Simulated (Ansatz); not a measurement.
System: HfN.

```
CELL_PARAMETERS angstrom
4.54188 0.00000 0.00000
0.00000 4.54188 0.00000
0.00000 0.00000 4.54188
ATOMIC_POSITIONS crystal
Hf 0.00000 0.00000 0.00000
Hf 0.50000 0.50000 0.00000
Hf 0.50000 0.00000 0.50000
Hf 0.00000 0.50000 0.50000
N 0.50000 0.00000 0.00000
N 0.00000 0.50000 0.00000
N 0.00000 0.00000 0.50000
N 0.50000 0.50000 0.50000
```

Space group Fm-3m; computed pressure about −13 GPa in this cell.

Computed with Ansatz 0.2.0, Kohn-Sham DFT of a periodic cell, LDA, Ansatz PAW.

What can the converged valence pseudo-density and electron localisation function tell about the bonding?

Hf–N (2.27 Å): ρ is about 0.5 e/Å³ halfway; the ELF peaks at about 0.80 in the valence shell of N, 0.7 Å from its nucleus, and is about 0.15 at the midpoint: no localised pair shows between them.
Hf–Hf (3.21 Å): ρ at the midpoint is about 0.18 e/Å³; the ELF is about 0.15 at the midpoint (no localised pair shows between them).

Does the calculation give a band gap?

It is gapless in this calculation (a metal or semimetal).

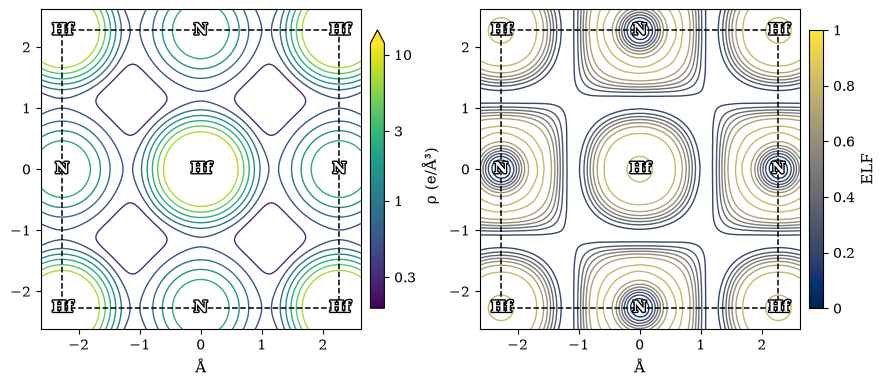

Computed valence pseudo-density and electron localisation function on the (100) plane of the conventional cell, in this order. 
